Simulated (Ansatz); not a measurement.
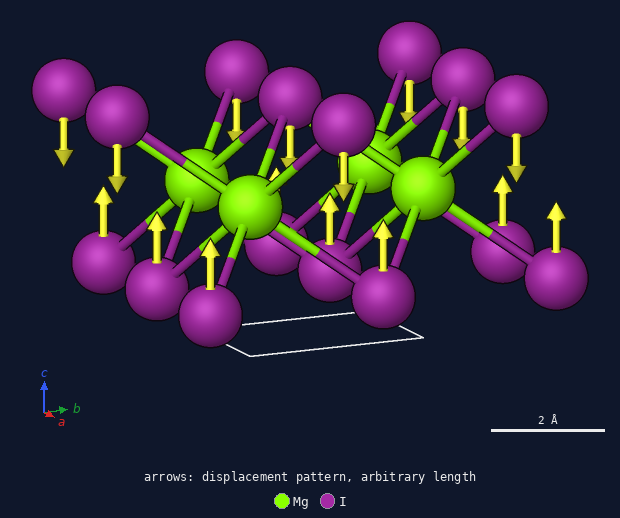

One vibrational mode of a free-standing layer of MgI2 (a generated structure) at the zone centre. Displacements are drawn as yellow arrows; their common scale and sign are arbitrary. Style: ball-and-stick. Shown: the cell of the calculation, outlined in the plane, without the vacuum, slightly off an axis.

The calculation used DFT PBE, scalar-relativistic, plane waves, PAW (Ansatz).

Input file:
```yaml
crystal:
  lattice:
    - [4.2059005804, 0.0, 0.0]
    - [-2.1029502902, 3.6424167484, 0.0]
    - [0.0, 0.0, 30.45257176]
  atoms:
    - { symbol: Mg, position: [0.0, 0.0, 0.2955415415] }
    - { symbol: I, position: [0.3333333333, 0.6666666667, 0.2405967769] }
    - { symbol: I, position: [0.6666666667, 0.3333333333, 0.3504863061] }
  periodic: [true, true, false]
basis:
  ecutwfc: 420
kpoints:
  mp_grid: { grid: [6, 6, 1] }
hamiltonian:
  xc: pbe
scf:
  occupations: { method: fixed }
output:
  eigenvalues: true
phonons:
  method: dfpt
  eigenvectors: true
  qmesh: [3, 3, 1]
  temperatures: { t_max: 1000, t_step: 100 }
  qpath:
    path:
      - [[0.0, 0.0, 0.0], [0.5, 0.0, 0.0], [0.33333333, 0.33333333, 0.0], [0.0, 0.0, 0.0], [0.0, 0.0, 0.5], [0.5, 0.0, 0.5], [0.33333333, 0.33333333, 0.5], [0.0, 0.0, 0.5]]
      - [[0.5, 0.0, 0.5], [0.5, 0.0, 0.0]]
      - [[0.33333333, 0.33333333, 0.5], [0.33333333, 0.33333333, 0.0]]
    npoints: 8
```

Launched with:
```bash
ansatz run input.yaml --threads 1 --pin off --max-ram 2560MiB --backend cpu --events-out ev --progress --plain --runs-dir out
```

Frequencies are those without the non-analytic (LO–TO) term.

Give the symmetry, activity and frequency of this mode.

Answer. This is the A₁g mode at 101 cm⁻¹, optical level 2 of 4, counted from below, Raman-active by symmetry. The Mg atoms stay at rest; all motion is along c of the drawn cell; atoms of one kind move against one another, with no net shift of their sublattice.
